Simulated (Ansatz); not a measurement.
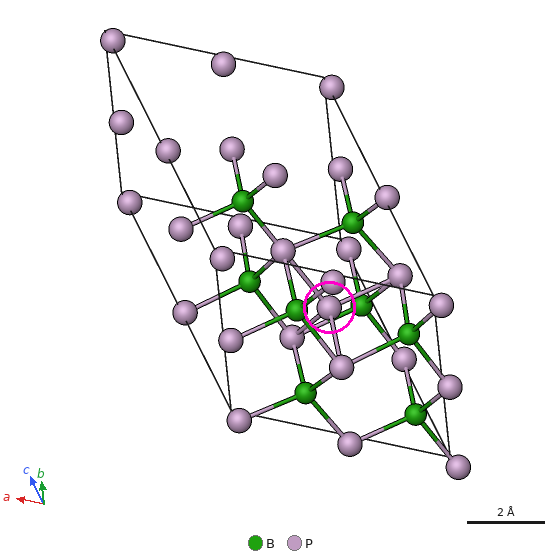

Ball-and-stick model, viewed from a general direction. The box is the supercell; atoms on or close to its faces, edges and corners are drawn wherever they repeat. The host is BP, in a cell of 16 sites, and the cell carries a charge of +2. A ring marks the defect's site.

### Spot the defect.

An interstitial phosphorus atom. It is bonded to four P in a tetrahedral arrangement at about 2.1 Å.

Computational set-up: DFT PBE, scalar-relativistic, plane waves, PAW (Ansatz), E_cut = 420 eV, k-point mesh 3×3×3, Gaussian smearing of 0.01 eV, collinear spins.

### Does the defect leave unpaired spin?

Yes, 0.3 μB in the cell.

The atoms were relaxed in the host's cell with DFT PBE, scalar-relativistic, plane waves, PAW (Ansatz 0.2.0).
